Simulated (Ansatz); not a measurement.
**Run report: Mo, geometry relaxation (part 2 of 3)**

The same run, continued: Mo (slab, 16 atoms in the cell); DFT PBE+D3(BJ), scalar-relativistic, plane waves, PAW, no spin polarisation (Ansatz 0.2.0); cutoff 420 eV, 6×6×1 k-mesh, Gaussian smearing of 0.1 eV. The structure derives from an entry of the Crystallography Open Database. The input holds or restrains some coordinates. Forces given for the steps count only the free coordinates. It belongs to a series of runs on one base structure; here: clean slab, lower half held.

Geometry of the input (Å; fractional positions):
```
5.4217  0.0000  0.0000
-1.8072  5.1116  0.0000
0.0000  0.0000  23.6402
Mo 0.2500  0.2500  0.3596
Mo 0.2500  0.7500  0.3596
Mo 0.7500  0.2500  0.3596
Mo 0.7500  0.7500  0.3596
Mo 0.5000  0.5000  0.4532
Mo 0.5000  0.0000  0.4532
Mo -0.0000  0.5000  0.4532
Mo 0.0000  0.0000  0.4532
Mo 0.7500  0.7500  0.5468
Mo 0.7500  0.2500  0.5468
Mo 0.2500  0.7500  0.5468
Mo 0.2500  0.2500  0.5468
Mo 0.0000  0.0000  0.6404
Mo -0.0000  0.5000  0.6404
Mo 0.5000  0.0000  0.6404
Mo 0.5000  0.5000  0.6404
```

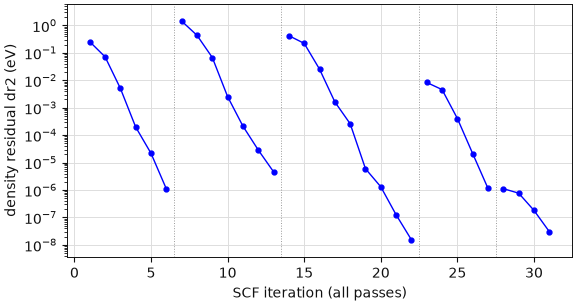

Convergence of the self-consistent field: density residual dr2 against the SCF iteration. The dotted lines part the SCF passes of the relaxation: geometry steps, rejected trials and re-solves on a re-selected basis. The 5 passes take 4 to 9 iterations each, 31 in all.

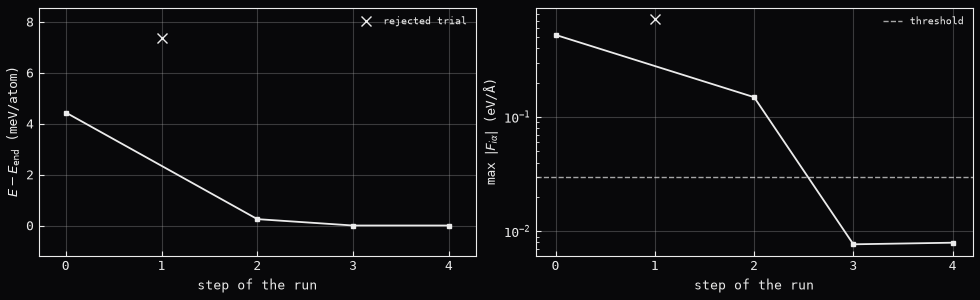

Progress of the restrained relaxation, step by step (the first geometry is step 0 here and step 1 in the log).

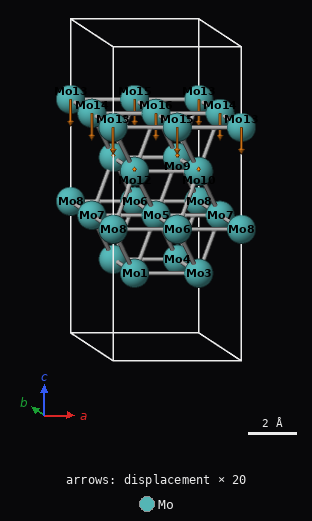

The starting structure with the displacements as orange arrows, magnified 20 times (ball-and-stick view of the cell of the calculation, with the vacuum cut short, seen slightly off an axis). Over 4 geometry steps the energy falls by 4.4 meV per atom. The largest force component goes from 0.52 to 0.0079 eV/Å. The line search rejected the trial step at point 1 (counted from 0) and went back. The largest moves, 0.060 Å, are those of Mo13, Mo14, Mo15 and Mo16. The cell stays as it was. Among the contacts that change: Mo10–Mo14 2.711 → 2.654 Å, Mo5–Mo12 2.711 → 2.719 Å. (Atoms are counted from 1 in the order of the input.)

```
WARN: The output density's exchange-correlation potential varies sharply where the density is thin. Do not read a vacuum level from v_tot or v_xc, or from such a field of the output density. On a cell that repeats whose density bears no net charge and no dipole along the vacuum's axis use v_es (v_loc + v_h of the components); under efield.dipole_correction with no amplitude use v_es + v_field, which holds any external_charges[].barrier, or the levels of the report's work_function block, which leave it out; under a non-zero efield.amplitude the vacuum is tilted and has no level; on a cell that repeats and bears such a dipole with no correction it is tilted too, and efield.dipole_correction with no amplitude gives each side of its ramp a level where efield: is served; in a cell that repeats whose density bears a net charge (total_charge, or a fill off its count) it is curved and has none; of a slab under crystal.periodic whose density bears no net charge use v_es, which has a level on each side, short of where the two are joined; of another it falls or rises all the way out and has none; of a slab beside external_charges read slab_vacuum_level instead, which it has where they leave it neutral. The grid or the basis barely resolves most such structure, and the values can differ between equally converged runs; as a rule a tighter scf.convergence.dr2_threshold does not remove it. Where the density itself ripples (under the LDA too) a higher basis.ecutwfc lessens it. The files hold the spikes' plane waves up to the density's cutoff. Files: v_tot_of_output_density and the like, and their columns of v_z.tsv (output.write_potential); v_xc_of_output_density and the like, and their columns of v_comp_z.tsv (output.write_potential_components). Measured: with its Gaussian average of σ = 0.25 Å subtracted twice, the exchange-correlation potential is over 0.1 eV at 8 of the grid points where the equally averaged density (valence and model cores) is under 1e-3 e/Å³, and 0.132 eV at the most among them, at an averaged density of 7.0e-9 e/Å³. See output.write_potential in the manual, Limitations
SCF converged after 4 iterations
Free energy (F): -79295.124619 eV
Harris-Foulkes:  -79295.124619 eV  (|F-HF|=1.33e-8)
Internal energy: -79295.057549 eV  (E = F + TS)
E sigma→0 (E₀):  -79295.091084 eV
Entropy (-TS):   -0.067070 eV (-4.192 meV/atom)
Fermi energy:    5.269709 eV
Dipole field:    D = 0.003916 V/Å  (p = 0.014179 e·Å, saw-weighted, corrected)
Work function:   Φ+ = 4.6290 eV   Φ− = 4.7216 eV
Levels:          The Fermi level and band energies are counted from a zero that moves with the ramp; work functions are not
--- Per-component energies (eV) ---
  E_band       = -4408.341722
  E_kinetic    = 7045.871312
  E_local      = -272889.098667  (includes V_loc(G=0)·N_el)
  E_nonlocal   = 2293.239556
  E_hartree    = 132549.466644
  E_xc         = -2926.143895
  E_vxc        = -3650.868513  (∫ρ·V_xc dr)
  E_paw        = -51222.407929  (= ΣΔE_a)
  E_vpaw       = -2306.443337  (= ΣTr[D̂ρ^β])
  E_aug_tail   = 0.000713  (compensation charges beyond the density's cutoff)
  E_efield     = 0.000028  (sawtooth field / dipole correction)
  E_vefield    = 0.010864  (∫n·V_field dr)
  E_ewald      = 105862.567692
  E_disp       = -8.553003  (pairwise vdW)
  E_smearing   = -0.067070  (= −TS)
  E_closure    = -0.000000  (closes the sum)
  Σ components = -79295.124619   (vs F -79295.124619, Δ=0.00e0)
--- Forces (eV/Å), atoms counted from 1 ---
  atom   1  Mo     0.00000000    -0.00000000     0.46472309
  atom   2  Mo     0.00000000    -0.00000000     0.46472309
  atom   3  Mo     0.00000000    -0.00000000     0.46472309
  atom   4  Mo     0.00000000    -0.00000000     0.46472309
  atom   5  Mo    -0.00000000     0.00000000    -0.47741522
  atom   6  Mo    -0.00000000     0.00000000    -0.47741522
  atom   7  Mo    -0.00000000     0.00000000    -0.47741522
  atom   8  Mo     0.00000000     0.00000000    -0.47741522
  atom   9  Mo    -0.00000000     0.00000000     0.00794655
  atom  10  Mo     0.00000000    -0.00000000     0.00794655
  atom  11  Mo     0.00000000     0.00000000     0.00794655
  atom  12  Mo    -0.00000000     0.00000000     0.00794655
  atom  13  Mo    -0.00000000    -0.00000000     0.00468805
  atom  14  Mo     0.00000000     0.00000000     0.00468805
  atom  15  Mo    -0.00000000     0.00000000     0.00468805
  atom  16  Mo    -0.00000000     0.00000000     0.00468805
  max |Σ_I F_I| component: 2.30e-4 eV/Å
--- Band table (eV; the first three rows and the last of 13) ---
  k-point 0: bands = ["-56.0925", "-55.9683", "-55.8607", "-55.8607", "-55.8568", "-55.8568", "-55.8184", "-55.7605", "-55.7405", "-55.7278", "-55.6385", "-55.6385", "-55.6350", "-55.6350", "-55.5296", "-55.5177", "-30.7867", "-30.7640", "-30.7640", "-30.7408", "-30.7408", "-30.6669", "-30.5909", "-30.4170", "-30.4170", "-30.3760", "-30.3760", "-30.3040", "-30.3030", "-30.2722", "-30.2548", "-30.2418", "-30.0789", "-29.9472", "-29.8366", "-29.8366", "-29.8164", "-29.8164", "-29.7858", "-29.7858", "-29.7818", "-29.7818", "-29.7636", "-29.7617", "-29.7348", "-29.7169", "-29.5849", "-29.5641", "-29.4443", "-29.4443", "-29.4217", "-29.4217", "-29.4093", "-29.3884", "-29.3817", "-29.3794", "-29.2662", "-29.2316", "-29.2088", "-29.2088", "-29.2020", "-29.2020", "-29.1069", "-29.1010", "-1.5902", "-0.3744", "-0.1192", "0.0218", "0.0443", "0.1037", "0.1339", "0.1339", "0.1611", "0.1611", "0.3923", "0.8312", "1.0426", "1.1589", "1.1589", "1.1960", "1.1960", "1.3252", "1.8494", "1.9264", "1.9264", "1.9304", "1.9304", "2.1854", "2.4068", "2.4068", "2.4102", "2.4102", "2.4751", "3.2630", "3.3073", "3.6723", "3.7216", "3.7383", "3.8251", "4.0060", "4.2287", "4.3435", "4.3435", "4.3658", "4.3658", "5.3705", "5.6323", "5.7873", "5.7898", "6.0529", "6.2637", "6.2637", "6.2653", "6.2878", "6.2878", "6.3738", "6.4367", "6.6701", "6.7326", "6.7917", "6.7917", "6.8120", "6.8120", "6.8944", "6.9348", "6.9485", "6.9485", "7.0008", "7.0008", "7.0150", "7.1111", "7.4511", "7.5893", "7.7014", "7.8391"]
  k-point 1: bands = ["-56.0796", "-55.9588", "-55.8887", "-55.8655", "-55.8525", "-55.8406", "-55.8229", "-55.7522", "-55.7350", "-55.7334", "-55.6465", "-55.6421", "-55.6312", "-55.6273", "-55.5369", "-55.5256", "-30.7429", "-30.7427", "-30.7158", "-30.7108", "-30.6757", "-30.6426", "-30.5555", "-30.4066", "-30.3726", "-30.3565", "-30.3187", "-30.3169", "-30.2904", "-30.2586", "-30.2367", "-30.2278", "-30.0802", "-29.9558", "-29.9393", "-29.9109", "-29.8316", "-29.8167", "-29.8011", "-29.7857", "-29.7744", "-29.7479", "-29.7409", "-29.7368", "-29.7194", "-29.6926", "-29.5726", "-29.5468", "-29.4959", "-29.4695", "-29.4526", "-29.4468", "-29.4258", "-29.4201", "-29.4044", "-29.3906", "-29.2854", "-29.2698", "-29.2684", "-29.2527", "-29.2122", "-29.1961", "-29.1408", "-29.1354", "-1.3659", "-0.1581", "0.0707", "0.1477", "0.2068", "0.2582", "0.2659", "0.2912", "0.3139", "0.3347", "0.6213", "1.0257", "1.1940", "1.2345", "1.2621", "1.3196", "1.4021", "1.4286", "1.9103", "1.9465", "1.9988", "2.0619", "2.0714", "2.1571", "2.4366", "2.5156", "2.5200", "2.5435", "2.5871", "3.2155", "3.2945", "3.5089", "3.5893", "3.6232", "3.7051", "3.9400", "4.0053", "4.0144", "4.0194", "4.1960", "4.4478", "5.0504", "5.2711", "5.4240", "5.7053", "5.7189", "5.8691", "5.9124", "5.9913", "6.0033", "6.2244", "6.2833", "6.3704", "6.3801", "6.4168", "6.4527", "6.5947", "6.5962", "6.7356", "6.7756", "6.9050", "6.9347", "6.9863", "6.9896", "6.9910", "7.1019", "7.1528", "7.2444", "7.2573", "7.2806", "7.3940"]
  k-point 2: bands = ["-56.0436", "-55.9366", "-55.9333", "-55.8687", "-55.8612", "-55.8345", "-55.8140", "-55.7551", "-55.7296", "-55.7141", "-55.6685", "-55.6615", "-55.6113", "-55.6060", "-55.5569", "-55.5473", "-30.6828", "-30.6522", "-30.6438", "-30.5762", "-30.5664", "-30.5268", "-30.5266", "-30.3861", "-30.3401", "-30.3065", "-30.3058", "-30.3000", "-30.2886", "-30.1586", "-30.1564", "-30.1342", "-30.0559", "-29.9907", "-29.9531", "-29.9373", "-29.9312", "-29.9247", "-29.8544", "-29.8488", "-29.8236", "-29.7104", "-29.6939", "-29.6850", "-29.6667", "-29.6260", "-29.5906", "-29.5730", "-29.5576", "-29.5491", "-29.5075", "-29.4959", "-29.4959", "-29.4879", "-29.4201", "-29.4169", "-29.4021", "-29.3962", "-29.3709", "-29.3460", "-29.2112", "-29.1882", "-29.1780", "-29.1745", "-0.7705", "0.2868", "0.3493", "0.4845", "0.5145", "0.5940", "0.7237", "0.7361", "0.7909", "0.8124", "1.1448", "1.2566", "1.3816", "1.4807", "1.5493", "1.6095", "1.7277", "1.7922", "2.0402", "2.0573", "2.1214", "2.1409", "2.3405", "2.3740", "2.5743", "2.5890", "2.7704", "2.9334", "2.9335", "3.0149", "3.0881", "3.1539", "3.3122", "3.3717", "3.4066", "3.5337", "3.5711", "3.6806", "3.6837", "4.1864", "4.3696", "4.4557", "4.7546", "4.7972", "4.8205", "4.9383", "4.9497", "5.1697", "5.3799", "5.6248", "5.8540", "5.8835", "6.0490", "6.1591", "6.2251", "6.3394", "6.3899", "6.4924", "6.5047", "6.5662", "6.5725", "6.6128", "6.6645", "6.6766", "6.7337", "6.8336", "6.9120", "6.9329", "7.0449", "7.1709", "7.2933"]
  k-point 12: bands = ["-55.9569", "-55.9569", "-55.8713", "-55.8713", "-55.8486", "-55.8486", "-55.8484", "-55.8484", "-55.6463", "-55.6463", "-55.6382", "-55.6382", "-55.6344", "-55.6344", "-55.6308", "-55.6308", "-30.4664", "-30.4664", "-30.4622", "-30.4622", "-30.4420", "-30.4420", "-30.1781", "-30.1781", "-30.1526", "-30.1526", "-30.1189", "-30.1189", "-30.0838", "-30.0838", "-30.0387", "-30.0387", "-30.0360", "-30.0360", "-29.9673", "-29.9673", "-29.9177", "-29.9177", "-29.8270", "-29.8270", "-29.7456", "-29.7456", "-29.7314", "-29.7314", "-29.7214", "-29.7214", "-29.7070", "-29.7070", "-29.7002", "-29.7002", "-29.6607", "-29.6607", "-29.6152", "-29.6152", "-29.5203", "-29.5203", "-29.5089", "-29.5089", "-29.4795", "-29.4795", "-29.4793", "-29.4793", "-29.3830", "-29.3830", "0.3489", "0.3489", "0.9991", "0.9991", "1.3164", "1.3164", "1.4240", "1.4240", "1.5054", "1.5054", "1.7294", "1.7294", "2.0040", "2.0040", "2.0466", "2.0466", "2.2046", "2.2046", "2.2536", "2.2536", "2.4746", "2.4746", "2.6863", "2.6863", "2.7781", "2.7781", "3.0616", "3.0616", "3.1632", "3.1632", "3.3181", "3.3181", "3.7741", "3.7741", "3.9203", "3.9203", "4.0514", "4.0514", "4.1686", "4.1686", "4.2537", "4.2537", "4.3960", "4.3960", "4.4509", "4.4509", "4.4747", "4.4747", "4.5830", "4.5830", "4.7260", "4.7260", "5.1522", "5.1522", "5.4592", "5.4592", "5.5514", "5.5514", "5.5805", "5.5805", "5.7933", "5.7933", "5.9280", "5.9280", "6.1541", "6.1541", "6.2028", "6.2028", "6.8175", "6.8175", "7.0877"]
--- Relaxed structure (5 steps of the walk, 4 accepted, 0 SCFs on fresh bases) ---
  F+E_penalty+E_count = -79295.12461907 eV   max|allowed force component| = 7.947e-3 eV/Å
  atoms:
    - { symbol: Mo, position: [0.25, 0.25, 0.35955713729999994] }
    - { symbol: Mo, position: [0.24999999999999997, 0.75, 0.35955713729999994] }
    - { symbol: Mo, position: [0.75, 0.25, 0.35955713729999994] }
    - { symbol: Mo, position: [0.75, 0.7500000000000001, 0.35955713729999994] }
    - { symbol: Mo, position: [0.5, 0.5, 0.4531857124] }
    - { symbol: Mo, position: [0.49999999999999994, 1.0097419586828951e-28, 0.4531857124] }
    - { symbol: Mo, position: [0.0, 0.5, 0.4531857124] }
    - { symbol: Mo, position: [0.0, 0.0, 0.4531857124] }
    - { symbol: Mo, position: [0.75, 0.7500000000000001, 0.5472619718386357] }
    - { symbol: Mo, position: [0.75, 0.25, 0.5472619718386357] }
    - { symbol: Mo, position: [0.24999999999999997, 0.75, 0.5472619718386357] }
    - { symbol: Mo, position: [0.25, 0.25, 0.5472619718386357] }
    - { symbol: Mo, position: [-5.32839845114305e-35, 7.185727163404459e-47, 0.6379104450917762] }
    - { symbol: Mo, position: [0.0, 0.5, 0.6379104450917762] }
    - { symbol: Mo, position: [0.49999999999999994, 1.0097419586828951e-28, 0.6379104450917762] }
    - { symbol: Mo, position: [0.5, 0.5, 0.6379104450917762] }
```
